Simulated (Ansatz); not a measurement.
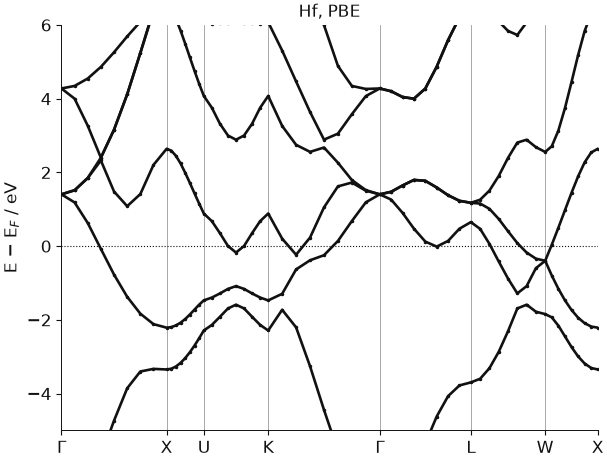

Band structure of Hf, space group Fm-3m (No. 225), 1 atom in the cell. Computed with Ansatz: DFT, PBE, all-electron PAW with datasets made for the crystal, scalar-relativistic, no spin polarisation, 16×16×16 k mesh, 400 eV cutoff, Fermi-Dirac smearing of 0.03 eV. Energies are counted from the Fermi level. The path runs straight from each named point to the next.

A metal: 2 bands cross the Fermi level along this path. At X the nearest levels lie 2.21 eV below and 2.64 eV above the Fermi level.

Spin-orbit coupling is left out, which matters for Hf.
